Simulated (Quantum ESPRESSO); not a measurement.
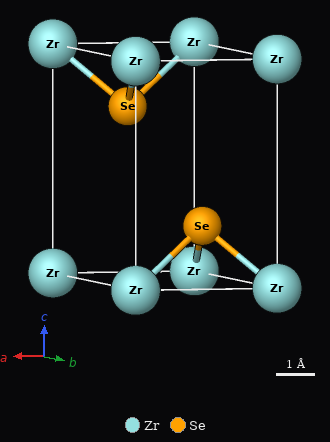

Fig. 1: The input geometry (ball-and-stick view of the cell of the calculation, seen at an oblique angle). Near neighbours in the crystal (not all of them lie inside the picture): Zr has 6 Se at 2.68 Å; Se has 3 Zr at 2.68 Å.

ZrSe$_{2}$: band-structure run (part 1 of 2)

ZrSe$_{2}$ (P-3m1, 3 atoms in the cell), computed with Kohn-Sham DFT of a periodic cell, PBE, PseudoDojo 0.4.1 SR PBE standard, no spin polarisation (Quantum ESPRESSO 7.5).

The structure derives from an entry of the Crystallography Open Database.

## Input
```
&CONTROL
  calculation = 'scf'
  prefix = 'pwscf'
  outdir = './tmp'
  pseudo_dir = './pseudo'
  tprnfor = .true.
  tstress = .true.
  disk_io = 'low'
/
&SYSTEM
  ibrav = 0
  nat = 3
  ntyp = 2
  ecutwfc = 86
  nbnd = 31
  occupations = 'smearing'
  smearing = 'fd'
  degauss = 0.00367493
/
&ELECTRONS
  conv_thr = 6d-10
  electron_maxstep = 120
  mixing_beta = 0.5
/
ATOMIC_SPECIES
Zr    91.2240 Zr.upf
Se    78.9710 Se.upf
CELL_PARAMETERS angstrom
   3.7980000000    0.0000000000    0.0000000000
  -1.8990000000    3.2891644836    0.0000000000
   0.0000000000    0.0000000000    6.1920000000
ATOMIC_POSITIONS crystal
Zr     0.0000000000    0.0000000000    0.0000000000
Se     0.6666666667    0.3333333333    0.7500000000
Se     0.3333333333    0.6666666667    0.2500000000
K_POINTS automatic
8 8 5 0 0 0
```

## File pp_density.in
```
&INPUTPP
  prefix = 'pwscf'
  outdir = './tmp'
  filplot = 'density.dat'
  plot_num = 0
/
&PLOT
  nfile = 1
  filepp(1) = 'density.dat'
  iflag = 3
  output_format = 6
  fileout = 'density.cube'
/
```

## File pp_potential.in
```
&INPUTPP
  prefix = 'pwscf'
  outdir = './tmp'
  filplot = 'potential.dat'
  plot_num = 11
/
&PLOT
  nfile = 1
  filepp(1) = 'potential.dat'
  iflag = 3
  output_format = 6
  fileout = 'potential.cube'
/
```

## File pp_elf.in
```
&INPUTPP
  prefix = 'pwscf'
  outdir = './tmp'
  filplot = 'elf.dat'
  plot_num = 8
/
&PLOT
  nfile = 1
  filepp(1) = 'elf.dat'
  iflag = 3
  output_format = 6
  fileout = 'elf.cube'
/
```

## File bands.in
```
&CONTROL
  calculation = 'bands'
  prefix = 'pwscf'
  outdir = './tmp'
  pseudo_dir = './pseudo'
  disk_io = 'low'
  verbosity = 'high'
/
&SYSTEM
  ibrav = 0
  nat = 3
  ntyp = 2
  ecutwfc = 86
  nbnd = 31
  occupations = 'smearing'
  smearing = 'fd'
  degauss = 0.00367493
/
&ELECTRONS
  conv_thr = 1d-08
  electron_maxstep = 120
  mixing_beta = 0.5
  diago_full_acc = .true.
/
ATOMIC_SPECIES
Zr    91.2240 Zr.upf
Se    78.9710 Se.upf
CELL_PARAMETERS angstrom
   3.7980000000    0.0000000000    0.0000000000
  -1.8990000000    3.2891644836    0.0000000000
   0.0000000000    0.0000000000    6.1920000000
ATOMIC_POSITIONS crystal
Zr     0.0000000000    0.0000000000    0.0000000000
Se     0.6666666667    0.3333333333    0.7500000000
Se     0.3333333333    0.6666666667    0.2500000000
K_POINTS crystal
60
 0.0000000000  0.0000000000  0.0000000000 1
 0.0625000000  0.0000000000  0.0000000000 1
 0.1250000000  0.0000000000  0.0000000000 1
 0.1875000000  0.0000000000  0.0000000000 1
 0.2500000000  0.0000000000  0.0000000000 1
 0.3125000000  0.0000000000  0.0000000000 1
 0.3750000000  0.0000000000  0.0000000000 1
 0.4375000000  0.0000000000  0.0000000000 1
 0.5000000000  0.0000000000  0.0000000000 1
 0.4583333333  0.0833333333  0.0000000000 1
 0.4166666667  0.1666666667  0.0000000000 1
 0.3750000000  0.2500000000  0.0000000000 1
 0.3333333333  0.3333333333  0.0000000000 1
 0.2962962963  0.2962962963  0.0000000000 1
 0.2592592593  0.2592592593  0.0000000000 1
 0.2222222222  0.2222222222  0.0000000000 1
 0.1851851852  0.1851851852  0.0000000000 1
 0.1481481481  0.1481481481  0.0000000000 1
 0.1111111111  0.1111111111  0.0000000000 1
 0.0740740741  0.0740740741  0.0000000000 1
 0.0370370370  0.0370370370  0.0000000000 1
 0.0000000000  0.0000000000  0.0000000000 1
 0.0000000000  0.0000000000  0.1250000000 1
 0.0000000000  0.0000000000  0.2500000000 1
 0.0000000000  0.0000000000  0.3750000000 1
 0.0000000000  0.0000000000  0.5000000000 1
 0.0625000000  0.0000000000  0.5000000000 1
 0.1250000000  0.0000000000  0.5000000000 1
 0.1875000000  0.0000000000  0.5000000000 1
 0.2500000000  0.0000000000  0.5000000000 1
 0.3125000000  0.0000000000  0.5000000000 1
 0.3750000000  0.0000000000  0.5000000000 1
 0.4375000000  0.0000000000  0.5000000000 1
 0.5000000000  0.0000000000  0.5000000000 1
 0.4666666667  0.0666666667  0.5000000000 1
 0.4333333333  0.1333333333  0.5000000000 1
 0.4000000000  0.2000000000  0.5000000000 1
 0.3666666667  0.2666666667  0.5000000000 1
 0.3333333333  0.3333333333  0.5000000000 1
 0.3000000000  0.3000000000  0.5000000000 1
 0.2666666667  0.2666666667  0.5000000000 1
 0.2333333333  0.2333333333  0.5000000000 1
 0.2000000000  0.2000000000  0.5000000000 1
 0.1666666667  0.1666666667  0.5000000000 1
 0.1333333333  0.1333333333  0.5000000000 1
 0.1000000000  0.1000000000  0.5000000000 1
 0.0666666667  0.0666666667  0.5000000000 1
 0.0333333333  0.0333333333  0.5000000000 1
 0.0000000000  0.0000000000  0.5000000000 1
 0.5000000000  0.0000000000  0.5000000000 1
 0.5000000000  0.0000000000  0.4000000000 1
 0.5000000000  0.0000000000  0.3000000000 1
 0.5000000000  0.0000000000  0.2000000000 1
 0.5000000000  0.0000000000  0.1000000000 1
 0.5000000000  0.0000000000  0.0000000000 1
 0.3333333333  0.3333333333  0.0000000000 1
 0.3333333333  0.3333333333  0.1250000000 1
 0.3333333333  0.3333333333  0.2500000000 1
 0.3333333333  0.3333333333  0.3750000000 1
 0.3333333333  0.3333333333  0.5000000000 1
```

Machine: 1 thread of Arm Neoverse V2, 24 GiB of memory available, shared host.

Run as:
```bash
OMP_NUM_THREADS=1 pw.x -in pw.in > pw.out
OMP_NUM_THREADS=1 pp.x -in pp_density.in > pp_density.out
OMP_NUM_THREADS=1 pp.x -in pp_potential.in > pp_potential.out
OMP_NUM_THREADS=1 pp.x -in pp_elf.in > pp_elf.out
OMP_NUM_THREADS=1 pw.x -in bands.in > bands.out
```

## What the program printed
```
This program is part of the open-source Quantum ESPRESSO suite
     for quantum simulation of materials; please cite
         "P. Giannozzi et al., J. Phys.:Condens. Matter 21 395502 (2009);
         "P. Giannozzi et al., J. Phys.:Condens. Matter 29 465901 (2017);
         "P. Giannozzi et al., J. Chem. Phys. 152 154105 (2020);
          URL
     in publications or presentations arising from this work. More details at

     Message from routine setup:
     using ibrav=0 with symmetry is DISCOURAGED, use correct ibrav instead

     G-vector sticks info
     --------------------
     sticks:   dense  smooth     PW     G-vecs:    dense   smooth      PW
     Sum        1225    1225    349                56217    56217    8497

     Using Slab Decomposition

     bravais-lattice index     =            0
     lattice parameter (alat)  =       7.1772  a.u.
     unit-cell volume          =     521.9971 (a.u.)^3
     number of atoms/cell      =            3
     number of atomic types    =            2
     number of electrons       =        44.00
     number of Kohn-Sham states=           31
     kinetic-energy cutoff     =      86.0000  Ry
     charge density cutoff     =     344.0000  Ry
     scf convergence threshold =      6.0E-10
     mixing beta               =       0.5000
     number of iterations used =            8  plain     mixing
     Exchange-correlation= PBE
                           (   1   4   3   4   0   0   0)

     celldm(1)=   7.177180  celldm(2)=   0.000000  celldm(3)=   0.000000
     celldm(4)=   0.000000  celldm(5)=   0.000000  celldm(6)=   0.000000

     crystal axes: (cart. coord. in units of alat)
               a(1) = (   1.000000   0.000000   0.000000 )
               a(2) = (  -0.500000   0.866025   0.000000 )
               a(3) = (   0.000000   0.000000   1.630332 )

     reciprocal axes: (cart. coord. in units 2 pi/alat)
               b(1) = (  1.000000  0.577350 -0.000000 )
               b(2) = (  0.000000  1.154701  0.000000 )
               b(3) = (  0.000000 -0.000000  0.613372 )

     PseudoPot. # 1 for Zr read from file:
     Zr.upf
     Pseudo is Norm-conserving + core correction, Zval = 12.0
     Generated using ONCVPSP code by D. R. Hamann
     Using radial grid of 1622 points,  6 beta functions with:
                l(1) =   0
                l(2) =   0
                l(3) =   1
                l(4) =   1
                l(5) =   2
                l(6) =   2

     PseudoPot. # 2 for Se read from file:
     Se.upf
     Pseudo is Norm-conserving + core correction, Zval = 16.0
     Generated using ONCVPSP code by D. R. Hamann
     Using radial grid of 1214 points,  6 beta functions with:
                l(1) =   0
                l(2) =   0
                l(3) =   1
                l(4) =   1
                l(5) =   2
                l(6) =   2

     atomic species   valence    mass     pseudopotential
     Zr               12.00    91.22400     Zr( 1.00)
     Se               16.00    78.97100     Se( 1.00)

     12 Sym. Ops., with inversion, found

   Cartesian axes

     site n.     atom                  positions (alat units)
         1        Zr     tau(   1) = (   0.0000000   0.0000000   0.0000000  )
         2        Se     tau(   2) = (   0.5000000   0.2886751   1.2227488  )
         3        Se     tau(   3) = (  -0.0000000   0.5773503   0.4075829  )

     number of k points=    40  Fermi-Dirac smearing, width (Ry)=  0.0037
                       cart. coord. in units 2pi/alat
        k(    1) = (   0.0000000   0.0000000   0.0000000), wk =   0.0062500
        k(    2) = (   0.0000000   0.0000000   0.1226744), wk =   0.0125000
        k(    3) = (   0.0000000   0.0000000   0.2453488), wk =   0.0125000
        k(    4) = (   0.0000000   0.1443376   0.0000000), wk =   0.0375000
        k(    5) = (   0.0000000   0.1443376   0.1226744), wk =   0.0375000
        k(    6) = (   0.0000000   0.1443376   0.2453488), wk =   0.0375000
        k(    7) = (   0.0000000   0.2886751   0.0000000), wk =   0.0375000
        k(    8) = (   0.0000000   0.2886751   0.1226744), wk =   0.0375000
        k(    9) = (   0.0000000   0.2886751   0.2453488), wk =   0.0375000
        k(   10) = (   0.0000000   0.4330127   0.0000000), wk =   0.0375000
        k(   11) = (   0.0000000   0.4330127   0.1226744), wk =   0.0375000
        k(   12) = (   0.0000000   0.4330127   0.2453488), wk =   0.0375000
        k(   13) = (   0.0000000  -0.5773503   0.0000000), wk =   0.0187500
        k(   14) = (   0.0000000  -0.5773503   0.1226744), wk =   0.0375000
        k(   15) = (   0.0000000  -0.5773503   0.2453488), wk =   0.0375000
        k(   16) = (   0.1250000   0.2165064   0.0000000), wk =   0.0375000
        k(   17) = (   0.1250000   0.2165064   0.1226744), wk =   0.0750000
        k(   18) = (   0.1250000   0.2165064   0.2453488), wk =   0.0750000
        k(   19) = (   0.1250000   0.3608439   0.0000000), wk =   0.0750000
        k(   20) = (   0.1250000   0.3608439   0.1226744), wk =   0.0750000
        k(   21) = (   0.1250000   0.3608439   0.2453488), wk =   0.0750000
        k(   22) = (   0.1250000   0.5051815   0.0000000), wk =   0.0750000
        k(   23) = (   0.1250000   0.5051815   0.1226744), wk =   0.0750000
        k(   24) = (   0.1250000   0.5051815   0.2453488), wk =   0.0750000
        k(   25) = (   0.2500000   0.4330127   0.0000000), wk =   0.0375000
        k(   26) = (   0.2500000   0.4330127   0.1226744), wk =   0.0750000
        k(   27) = (   0.2500000   0.4330127   0.2453488), wk =   0.0750000
        k(   28) = (   0.2500000   0.5773503   0.0000000), wk =   0.0375000
        k(   29) = (   0.2500000   0.5773503   0.1226744), wk =   0.0750000
        k(   30) = (   0.2500000   0.5773503   0.2453488), wk =   0.0750000
        k(   31) = (   0.0000000   0.1443376  -0.1226744), wk =   0.0375000
        k(   32) = (   0.0000000   0.1443376  -0.2453488), wk =   0.0375000
        k(   33) = (   0.0000000   0.2886751  -0.1226744), wk =   0.0375000
        k(   34) = (   0.0000000   0.2886751  -0.2453488), wk =   0.0375000
        k(   35) = (   0.0000000   0.4330127  -0.1226744), wk =   0.0375000
        k(   36) = (   0.0000000   0.4330127  -0.2453488), wk =   0.0375000
        k(   37) = (  -0.1250000   0.3608439  -0.1226744), wk =   0.0750000
        k(   38) = (  -0.1250000   0.3608439  -0.2453488), wk =   0.0750000
        k(   39) = (  -0.1250000   0.5051815  -0.1226744), wk =   0.0750000
        k(   40) = (  -0.1250000   0.5051815  -0.2453488), wk =   0.0750000

     Dense  grid:    56217 G-vectors     FFT dimensions: (  45,  45,  72)

     Initial potential from superposition of free atoms

     starting charge      43.9975, renormalised to      44.0000
     Starting wfcs are   28 randomized atomic wfcs +    3 random wfcs

     Self-consistent Calculation

     iteration #  1     ecut=    86.00 Ry     beta= 0.50
     Davidson diagonalization with overlap
     ethr =  1.00E-02,  avg # of iterations =  6.1

     Threshold (ethr) on eigenvalues was too large:
     Diagonalizing with lowered threshold

     Davidson diagonalization with overlap
     ethr =  2.61E-04,  avg # of iterations =  1.9

     total energy              =    -586.45653582 Ry
     estimated scf accuracy    <       0.11686313 Ry

     iteration #  2     ecut=    86.00 Ry     beta= 0.50
     Davidson diagonalization with overlap
     ethr =  2.66E-04,  avg # of iterations =  2.2

     total energy              =    -586.46828332 Ry
     estimated scf accuracy    <       0.04560923 Ry

     iteration #  3     ecut=    86.00 Ry     beta= 0.50
     Davidson diagonalization with overlap
     ethr =  1.04E-04,  avg # of iterations =  3.4

     total energy              =    -586.47932699 Ry
     estimated scf accuracy    <       0.02310396 Ry

     iteration #  4     ecut=    86.00 Ry     beta= 0.50
     Davidson diagonalization with overlap
     ethr =  5.25E-05,  avg # of iterations =  1.5

     total energy              =    -586.48243080 Ry
     estimated scf accuracy    <       0.00076572 Ry

     iteration #  5     ecut=    86.00 Ry     beta= 0.50
     Davidson diagonalization with overlap
     ethr =  1.74E-06,  avg # of iterations =  7.9

     total energy              =    -586.48248935 Ry
     estimated scf accuracy    <       0.00004796 Ry

     iteration #  6     ecut=    86.00 Ry     beta= 0.50
     Davidson diagonalization with overlap
     ethr =  1.09E-07,  avg # of iterations =  2.0

     total energy              =    -586.48249980 Ry
     estimated scf accuracy    <       0.00000566 Ry

     iteration #  7     ecut=    86.00 Ry     beta= 0.50
     Davidson diagonalization with overlap
     ethr =  1.29E-08,  avg # of iterations =  2.0

     total energy              =    -586.48250077 Ry
     estimated scf accuracy    <       0.00000008 Ry

     iteration #  8     ecut=    86.00 Ry     beta= 0.50
     Davidson diagonalization with overlap
     ethr =  1.80E-10,  avg # of iterations =  3.6

     total energy              =    -586.48250080 Ry
     estimated scf accuracy    <          4.9E-09 Ry

     iteration #  9     ecut=    86.00 Ry     beta= 0.50
     Davidson diagonalization with overlap
     ethr =  1.10E-11,  avg # of iterations =  2.6

     total energy              =    -586.48250080 Ry
     estimated scf accuracy    <          2.2E-09 Ry

     iteration # 10     ecut=    86.00 Ry     beta= 0.50
     Davidson diagonalization with overlap
     ethr =  4.92E-12,  avg # of iterations =  2.0

     End of self-consistent calculation

          k = 0.0000 0.0000 0.0000 (  7043 PWs)   bands (ev):

   -40.3924 -37.8797 -37.8797 -37.8796 -37.8796 -37.8699 -37.8699 -37.8695
   -37.8695 -37.8655 -37.8653 -18.4438 -18.3335 -18.3335  -4.1287  -2.8731
     4.4221   6.3596   6.3596   9.0359   9.0359   9.0950  10.1403  10.1403
    10.6749  13.4230  13.4230  13.8331  14.1567  18.0664  18.0664

          k = 0.0000 0.0000 0.1227 (  7031 PWs)   bands (ev):

   -40.3924 -37.8798 -37.8798 -37.8795 -37.8795 -37.8699 -37.8699 -37.8695
   -37.8695 -37.8655 -37.8653 -18.4439 -18.3335 -18.3335  -4.0581  -2.9826
     4.7008   6.3753   6.3753   8.3750   8.9779   8.9779  10.1311  10.1311
    10.9006  13.5531  13.5531  14.2655  14.4426  18.1444  18.1444

          k = 0.0000 0.0000 0.2453 (  7048 PWs)   bands (ev):

   -40.3924 -37.8799 -37.8799 -37.8795 -37.8795 -37.8699 -37.8699 -37.8696
   -37.8696 -37.8655 -37.8654 -18.4441 -18.3335 -18.3335  -3.9043  -3.1972
     5.3516   6.4015   6.4015   7.2767   8.8866   8.8866  10.1157  10.1157
    11.0439  13.7749  13.7749  14.5445  15.5566  18.0275  18.2230

          k = 0.0000 0.1443 0.0000 (  7035 PWs)   bands (ev):

   -40.3911 -37.8797 -37.8797 -37.8795 -37.8793 -37.8699 -37.8699 -37.8695
   -37.8695 -37.8655 -37.8653 -18.4374 -18.3610 -18.3394  -3.9895  -2.8889
     4.6330   6.1614   6.4397   7.9232   8.5445   9.0526  10.2067  10.6496
    10.9213  12.9937  13.3852  14.6591  15.3044  17.7880  18.6763

          k = 0.0000 0.1443 0.1227 (  7059 PWs)   bands (ev):

   -40.3911 -37.8797 -37.8796 -37.8795 -37.8793 -37.8699 -37.8699 -37.8696
   -37.8695 -37.8655 -37.8653 -18.4375 -18.3610 -18.3394  -3.9247  -2.9828
     4.8488   6.1701   6.4255   7.7785   8.5839   8.6457  10.1942  10.6472
    11.2397  12.9798  13.2919  14.9793  15.5853  17.5654  18.8165

          k = 0.0000 0.1443 0.2453 (  7053 PWs)   bands (ev):

   -40.3911 -37.8798 -37.8795 -37.8794 -37.8794 -37.8699 -37.8699 -37.8696
   -37.8695 -37.8654 -37.8653 -18.4376 -18.3610 -18.3394  -3.7749  -3.1810
     5.4121   5.9828   6.4550   7.7617   7.9167   8.4943  10.1886  10.6377
    11.4941  13.0062  13.4917  15.4268  16.1276  17.3909  18.2694

          k = 0.0000 0.2887 0.0000 (  7042 PWs)   bands (ev):

   -40.3877 -37.8797 -37.8796 -37.8793 -37.8783 -37.8699 -37.8698 -37.8695
   -37.8694 -37.8653 -37.8652 -18.4293 -18.4189 -18.3534  -3.6330  -2.9244
     5.1768   5.8780   6.3767   6.5874   7.9776   8.4618   9.9663  11.2027
    11.3939  13.3130  13.5577  15.8350  16.5120  17.6982  18.1046

          k = 0.0000 0.2887 0.1227 (  7045 PWs)   bands (ev):

   -40.3877 -37.8796 -37.8795 -37.8794 -37.8784 -37.8699 -37.8698 -37.8696
   -37.8694 -37.8653 -37.8652 -18.4292 -18.4189 -18.3534  -3.6018  -2.9600
     5.0626   5.9977   6.3366   6.5265   8.0924   8.6663   9.8807  11.2407
    11.7258  12.8306  13.3013  15.6845  16.0716  17.5598  18.5051

          k = 0.0000 0.2887 0.2453 (  7038 PWs)   bands (ev):

   -40.3877 -37.8796 -37.8796 -37.8794 -37.8784 -37.8699 -37.8698 -37.8696
   -37.8694 -37.8653 -37.8652 -18.4293 -18.4190 -18.3534  -3.4802  -3.1042
     5.1773   5.7777   6.5305   6.7205   8.0678   8.3182   9.8946  11.2796
    11.9360  12.6178  13.3069  15.6302  16.0110  17.6348  18.8601

          k = 0.0000 0.4330 0.0000 (  7018 PWs)   bands (ev):

   -40.3843 -37.8797 -37.8796 -37.8791 -37.8774 -37.8698 -37.8698 -37.8696
   -37.8693 -37.8652 -37.8651 -18.4915 -18.4052 -18.3674  -3.2608  -2.9311
     4.9338   5.8934   6.1484   6.6162   7.5130   7.7495   9.7470  11.4876
    11.8373  13.7996  13.9567  15.5845  16.1473  17.4429  18.4239

          k = 0.0000 0.4330 0.1227 (  7016 PWs)   bands (ev):
```
